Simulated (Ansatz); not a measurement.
# Geometry relaxation, with input and output: Mg$_{12}$O$_{13}$ (part 3 of 3)

Mg$_{12}$O$_{13}$ (slab, 25 atoms in the cell); DFT PBE, scalar-relativistic, plane waves, PAW, PAW set soft_1, spin-polarised (Ansatz 0.2.0); cutoff 420 eV, 2×2×1 k-mesh, Fermi–Dirac smearing of 0.05 eV, collinear spins. The structure derives from an entry of the Crystallography Open Database. The input holds or restrains some coordinates. Forces given for the steps count only the free coordinates. It belongs to a series of runs on one base structure; here: start relaxed.

**Trajectory as extended XYZ, continued**
```
25
Lattice="6.2866 0.0000 0.0000 3.1433 5.4444 0.0000 0.0000 0.0000 17.4162" Properties=species:S:1:pos:R:3:forces:R:3 step=5 energy=-30476.23453
Mg    0.0000    0.0000    1.0000   -0.0067   0.0038   1.6028
O     4.7150    4.5370    2.2832    0.0447  -0.0263  -1.8020
Mg    1.5717    2.7222    1.0000   -0.0142   0.0083   1.4821
O     3.1433    1.8148    2.2832   -0.0345   0.0215  -1.3138
Mg    3.1433    0.0000    1.0000    0.0058  -0.0104   1.5139
O     7.8583    4.5370    2.2832   -0.0487  -0.0538  -1.7518
Mg    4.7150    2.7222    1.0000    0.0118   0.0005   1.5129
O     6.2866    1.8148    2.2832    0.0210   0.0700  -1.7508
Mg    6.2874    3.6291    3.5812    0.0003   0.0019   0.0016
O     7.7934    2.7593    4.6690    0.1032  -0.0593   0.0873
Mg    4.6991    0.9173    3.6090   -0.0137   0.0076   0.1251
O     6.2864    0.0003    4.5589    0.0186  -0.0107   0.0970
Mg    3.1323    3.6109    3.5976    0.0004  -0.0089   0.1186
O     4.7670    2.7587    4.6447   -0.1017  -0.0141   0.1120
Mg    1.5823    0.9264    3.5978    0.0087   0.0036   0.1178
O     3.1385   -0.0626    4.6441   -0.0390   0.0933   0.1160
Mg    3.1390    1.8171    6.3023    0.0249  -0.0181   0.0926
O     4.7344    0.8976    6.8138    0.0372  -0.0316   0.1438
Mg    4.6085    4.5982    5.9390    0.0668  -0.0370  -0.1874
O     6.3543    3.5923    7.2947    0.0289  -0.0138  -0.0231
Mg    6.2890    1.7071    6.0256    0.0040   0.1016  -0.2983
O     1.5558    0.8800    6.8186   -0.0716  -0.1199   0.1155
Mg    7.9521    4.5906    6.0224   -0.0846  -0.0475  -0.2905
O     3.1575    3.6570    6.8159    0.0631   0.1286   0.1230
O     5.6684    3.9972    8.2731   -0.0242   0.0108   0.0554
25
Lattice="6.2866 0.0000 0.0000 3.1433 5.4444 0.0000 0.0000 0.0000 17.4162" Properties=species:S:1:pos:R:3:forces:R:3 step=6 energy=-30476.27298
Mg    0.0000    0.0000    1.0000   -0.0077   0.0053   1.7218
O     4.7150    4.5370    2.2832    0.0654  -0.0391  -1.8243
Mg    1.5717    2.7222    1.0000   -0.0067   0.0032   1.5430
O     3.1433    1.8148    2.2832   -0.0218   0.0139  -1.2716
Mg    3.1433    0.0000    1.0000    0.0076  -0.0013   1.5636
O     7.8583    4.5370    2.2832   -0.0647  -0.0568  -1.7884
Mg    4.7150    2.7222    1.0000    0.0053  -0.0061   1.5635
O     6.2866    1.8148    2.2832    0.0150   0.0865  -1.7880
Mg    6.2871    3.6294    3.5684    0.0060  -0.0060   0.0210
O     7.7915    2.7608    4.6660    0.0278  -0.0151   0.1767
Mg    4.6829    0.9259    3.6306    0.0804  -0.0442   0.0229
O     6.2873    0.0003    4.5718    0.0092  -0.0068  -0.0233
Mg    3.1361    3.5925    3.6211   -0.0055   0.0922   0.0332
O     4.7732    2.7601    4.6488   -0.0223   0.0074   0.1862
Mg    1.6013    0.9322    3.6221   -0.0839  -0.0401   0.0266
O     3.1405   -0.0697    4.6475   -0.0194   0.0155   0.1943
Mg    3.1466    1.8161    6.5021   -0.0073  -0.0008   0.1570
O     4.7788    0.8722    6.8643   -0.2478   0.1375  -0.0203
Mg    4.6186    4.5923    5.9381   -0.0188   0.0209  -0.1786
O     6.3668    3.5820    7.2926   -0.0199   0.0150   0.0000
Mg    6.2906    1.7082    5.9906    0.0054  -0.0266  -0.1616
O     1.5197    0.8585    6.8635    0.2398   0.0983  -0.0304
Mg    7.9518    4.5877    5.9922    0.0201   0.0201  -0.1671
O     3.1591    3.7031    6.8648    0.0360  -0.2681  -0.0208
O     5.6817    3.9777    8.2737    0.0082  -0.0048   0.0652
25
Lattice="6.2866 0.0000 0.0000 3.1433 5.4444 0.0000 0.0000 0.0000 17.4162" Properties=species:S:1:pos:R:3:forces:R:3 step=8 energy=-30476.30703
Mg    0.0000    0.0000    1.0000   -0.0070   0.0043   1.8049
O     4.7150    4.5370    2.2832    0.0762  -0.0444  -1.8237
Mg    1.5717    2.7222    1.0000    0.0002  -0.0003   1.6055
O     3.1433    1.8148    2.2832   -0.0163   0.0095  -1.1943
Mg    3.1433    0.0000    1.0000    0.0072   0.0049   1.6258
O     7.8583    4.5370    2.2832   -0.0713  -0.0584  -1.7836
Mg    4.7150    2.7222    1.0000   -0.0006  -0.0088   1.6262
O     6.2866    1.8148    2.2832    0.0146   0.0916  -1.7840
Mg    6.2887    3.6283    3.5670   -0.0024   0.0003  -0.0003
O     7.7805    2.7671    4.6813   -0.0257   0.0164   0.0102
Mg    4.6780    0.9286    3.6546   -0.0181   0.0108  -0.0699
O     6.2897   -0.0015    4.5765   -0.0057   0.0012  -0.0060
Mg    3.1376    3.5851    3.6456    0.0091  -0.0156  -0.0658
O     4.7888    2.7672    4.6672    0.0286   0.0177   0.0104
Mg    1.6079    0.9345    3.6457    0.0165  -0.0002  -0.0669
O     3.1412   -0.0869    4.6668    0.0009  -0.0334   0.0114
Mg    3.1507    1.8123    6.7818   -0.0115   0.0045   0.0198
O     4.7936    0.8623    6.8857   -0.0765   0.0485   0.0095
Mg    4.6247    4.5891    5.9180    0.0319  -0.0193  -0.0295
O     6.3639    3.5851    7.3221   -0.1050   0.0568   0.1257
Mg    6.2945    1.7006    5.9558    0.0001   0.0085   0.0314
O     1.5132    0.8468    6.8849    0.0716   0.0709   0.0016
Mg    7.9606    4.5875    5.9575   -0.0052  -0.0045   0.0255
O     3.1664    3.7128    6.8873   -0.0214  -0.1005  -0.0036
O     5.7633    3.9266    8.3722    0.1097  -0.0606  -0.0806
25
Lattice="6.2866 0.0000 0.0000 3.1433 5.4444 0.0000 0.0000 0.0000 17.4162" Properties=species:S:1:pos:R:3:forces:R:3 step=10 energy=-30476.31522 accepted=F
Mg    0.0000    0.0000    1.0000   -0.0012  -0.0003   1.8446
O     4.7150    4.5370    2.2832    0.0512  -0.0276  -1.8980
Mg    1.5717    2.7222    1.0000   -0.0005   0.0012   1.6454
O     3.1433    1.8148    2.2832   -0.0151   0.0080  -1.2346
Mg    3.1433    0.0000    1.0000   -0.0012   0.0007   1.6563
O     7.8583    4.5370    2.2832   -0.0631  -0.0405  -1.8744
Mg    4.7150    2.7222    1.0000   -0.0016   0.0013   1.6565
O     6.2866    1.8148    2.2832    0.0055   0.0736  -1.8749
Mg    6.2849    3.6309    3.5663   -0.0034   0.0042  -0.0330
O     7.7645    2.7762    4.6693    0.0448  -0.0267  -0.0114
Mg    4.6687    0.9346    3.6485   -0.0114   0.0037   0.0423
O     6.2813    0.0029    4.5821    0.0016   0.0011   0.0161
Mg    3.1359    3.5829    3.6487    0.0012  -0.0109   0.0312
O     4.7978    2.7771    4.6600   -0.0386  -0.0275  -0.0047
Mg    1.6074    0.9374    3.6475    0.0130   0.0026   0.0369
O     3.1369   -0.0982    4.6615    0.0047   0.0455  -0.0115
Mg    3.1360    1.8156    6.9963    0.0081   0.0058  -0.0523
O     4.7779    0.8707    6.9100    0.0458  -0.0299  -0.0114
Mg    4.6264    4.5887    5.9209    0.0165  -0.0160   0.0656
O     6.3111    3.6148    7.2860   -0.2553   0.1477   1.1348
Mg    6.2801    1.7071    5.9484   -0.0008   0.0650   0.0356
O     1.4980    0.8606    6.9025   -0.0371  -0.0371  -0.0070
Mg    7.9488    4.5966    5.9472   -0.0553  -0.0366   0.0405
O     3.1474    3.7121    6.8985    0.0101   0.0549  -0.0042
O     6.0658    3.7557    8.5360    0.2814  -0.1617  -1.1852
25
Lattice="6.2866 0.0000 0.0000 3.1433 5.4444 0.0000 0.0000 0.0000 17.4162" Properties=species:S:1:pos:R:3:forces:R:3 step=11 energy=-30476.33051
Mg    0.0000    0.0000    1.0000   -0.0028   0.0011   1.8294
O     4.7150    4.5370    2.2832    0.0629  -0.0353  -1.8771
Mg    1.5717    2.7222    1.0000   -0.0028   0.0021   1.6276
O     3.1433    1.8148    2.2832   -0.0124   0.0069  -1.2224
Mg    3.1433    0.0000    1.0000    0.0014  -0.0010   1.6398
O     7.8583    4.5370    2.2832   -0.0690  -0.0460  -1.8536
Mg    4.7150    2.7222    1.0000    0.0013  -0.0004   1.6399
O     6.2866    1.8148    2.2832    0.0064   0.0821  -1.8540
Mg    6.2861    3.6301    3.5666   -0.0004   0.0022  -0.0269
O     7.7710    2.7725    4.6708    0.0120  -0.0069   0.0077
Mg    4.6710    0.9331    3.6479    0.0092  -0.0072   0.0228
O     6.2842    0.0014    4.5779    0.0011   0.0000   0.0192
Mg    3.1373    3.5826    3.6453    0.0004   0.0117   0.0175
O     4.7947    2.7730    4.6617   -0.0119  -0.0051   0.0072
Mg    1.6089    0.9363    3.6447   -0.0084  -0.0074   0.0203
O     3.1390   -0.0938    4.6625   -0.0007   0.0106   0.0035
Mg    3.1405    1.8148    6.9061    0.0072  -0.0011  -0.0264
O     4.7819    0.8686    6.9005    0.0436  -0.0267   0.0002
Mg    4.6258    4.5887    5.9220   -0.0268   0.0120  -0.0014
O     6.3130    3.6136    7.2825   -0.0752   0.0440   0.1848
Mg    6.2846    1.7058    5.9504    0.0023  -0.0129  -0.0067
O     1.5036    0.8583    6.8959   -0.0542  -0.0318  -0.0055
Mg    7.9518    4.5933    5.9501    0.0135   0.0020  -0.0052
O     3.1519    3.7110    6.8943   -0.0009   0.0665  -0.0056
O     5.9963    3.7948    8.4857    0.1043  -0.0596  -0.1352
25
Lattice="6.2866 0.0000 0.0000 3.1433 5.4444 0.0000 0.0000 0.0000 17.4162" Properties=species:S:1:pos:R:3:forces:R:3 step=13 energy=-30476.34676
Mg    0.0000    0.0000    1.0000   -0.0002   0.0002   1.7750
O     4.7150    4.5370    2.2832    0.0803  -0.0464  -1.8024
Mg    1.5717    2.7222    1.0000   -0.0073   0.0041   1.5826
O     3.1433    1.8148    2.2832   -0.0068   0.0038  -1.1639
Mg    3.1433    0.0000    1.0000   -0.0011  -0.0076   1.5877
O     7.8583    4.5370    2.2832   -0.0877  -0.0517  -1.7935
Mg    4.7150    2.7222    1.0000    0.0060   0.0047   1.5878
O     6.2866    1.8148    2.2832    0.0008   0.1017  -1.7936
Mg    6.2854    3.6303    3.5681   -0.0013   0.0007  -0.0180
O     7.7774    2.7688    4.6768   -0.0321   0.0188  -0.0036
Mg    4.6748    0.9305    3.6395    0.0210  -0.0120   0.0227
O     6.2835    0.0018    4.5699    0.0011  -0.0011  -0.0143
Mg    3.1394    3.5877    3.6390    0.0012   0.0237   0.0203
O     4.7902    2.7694    4.6730    0.0312   0.0178  -0.0008
Mg    1.6060    0.9316    3.6391   -0.0201  -0.0129   0.0205
O     3.1400   -0.0889    4.6730    0.0003  -0.0362  -0.0010
Mg    3.1385    1.8176    6.7703    0.0037  -0.0054  -0.0169
O     4.7812    0.8691    6.8782   -0.0393   0.0226   0.0631
Mg    4.6209    4.5909    5.9353   -0.0619   0.0394  -0.0521
O     6.2979    3.6227    7.3824   -0.0453   0.0261   0.1559
Mg    6.2824    1.7074    5.9463    0.0015  -0.0785  -0.0540
O     1.4977    0.8636    6.8748    0.0409   0.0287   0.0709
Mg    7.9491    4.5941    5.9464    0.0662   0.0396  -0.0553
O     3.1440    3.7154    6.8750   -0.0046  -0.0496   0.0717
O     6.1726    3.6943    8.6217    0.0532  -0.0303  -0.1876
25
Lattice="6.2866 0.0000 0.0000 3.1433 5.4444 0.0000 0.0000 0.0000 17.4162" Properties=species:S:1:pos:R:3:forces:R:3 step=15 energy=-30476.35267
Mg    0.0000    0.0000    1.0000   -0.0003   0.0002   1.7562
O     4.7150    4.5370    2.2832    0.0748  -0.0434  -1.7766
Mg    1.5717    2.7222    1.0000   -0.0103   0.0060   1.5707
O     3.1433    1.8148    2.2832   -0.0034   0.0020  -1.1546
Mg    3.1433    0.0000    1.0000   -0.0003  -0.0114   1.5725
O     7.8583    4.5370    2.2832   -0.0788  -0.0459  -1.7732
Mg    4.7150    2.7222    1.0000    0.0097   0.0060   1.5723
O     6.2866    1.8148    2.2832    0.0001   0.0912  -1.7730
Mg    6.2856    3.6300    3.5683   -0.0002   0.0002   0.0020
O     7.7781    2.7684    4.6765   -0.0029   0.0019  -0.0108
Mg    4.6762    0.9298    3.6376   -0.0006   0.0004   0.0034
O     6.2850    0.0009    4.5718    0.0005  -0.0004  -0.0101
Mg    3.1415    3.5873    3.6373    0.0007  -0.0017   0.0040
O     4.7921    2.7687    4.6750    0.0032   0.0012  -0.0082
Mg    1.6073    0.9300    3.6373    0.0017   0.0002   0.0038
O     3.1416   -0.0902    4.6748    0.0007  -0.0033  -0.0076
Mg    3.1407    1.8161    6.7554   -0.0006   0.0018   0.0019
O     4.7825    0.8682    6.8855   -0.0049   0.0027   0.0096
Mg    4.6113    4.5968    5.9377    0.0083  -0.0062   0.0002
O     6.2855    3.6298    7.3849   -0.0068   0.0041   0.0077
Mg    6.2846    1.6967    5.9411    0.0015   0.0121  -0.0038
O     1.4995    0.8666    6.8854    0.0054   0.0043   0.0097
Mg    7.9592    4.5977    5.9406   -0.0083  -0.0079  -0.0022
O     3.1423    3.7123    6.8853   -0.0010  -0.0073   0.0087
O     6.2481    3.6516    8.6254    0.0119  -0.0068  -0.0025
```

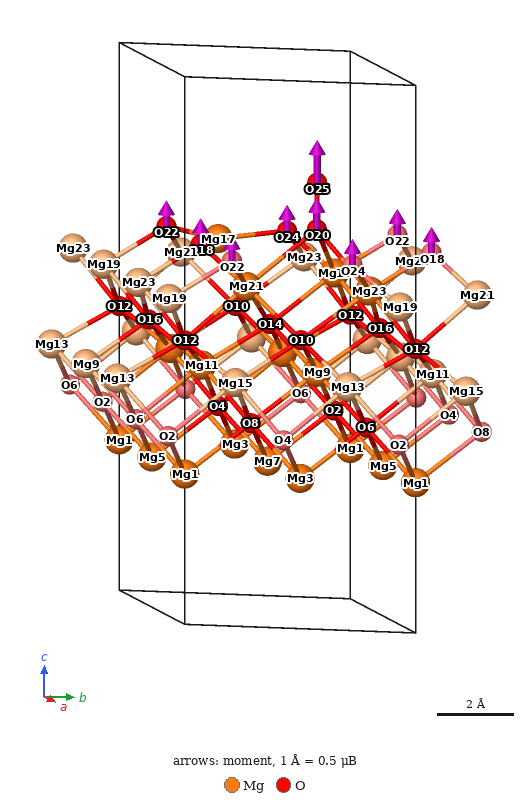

*Magnetic moments of the sites as pink arrows (ball-and-stick view of the cell of the calculation, with the vacuum cut short, seen slightly off an axis; neighbours outside the cell are drawn fainter; atoms are numbered from 1 in the order of the input); small moments hardly show. The run is collinear, so the axis drawn is arbitrary.*

Site moments: O25 (0.57 μB); O20 (0.42 μB); O18, O22, O24 (0.35 μB); O10, O14, O16 (0.07 μB). They are counted near the atoms and needn't add up to the moment of the cell.

**Summary**

| quantity | value |
| --- | --- |
| outcome | converged under the restraints of the input |
| electrons treated | 198 |
| free energy | −30476.3527 eV |
| Fermi energy | 0.477 eV |
| net moment of the cell | 3.44 μB |
| integrated absolute moment | 3.58 μB |
| final volume | 596.10 Å³ |
| largest force (length of the vector) at the end, held atoms and coordinates included | 1.779 eV/Å |
| wall time | 4.3 min (CPU time 16 min) |
| peak memory | 1.6 GiB |

**Notes**

The input asks for low accuracy. The k-point mesh is coarse for a cell of this size, so the results may not be converged.
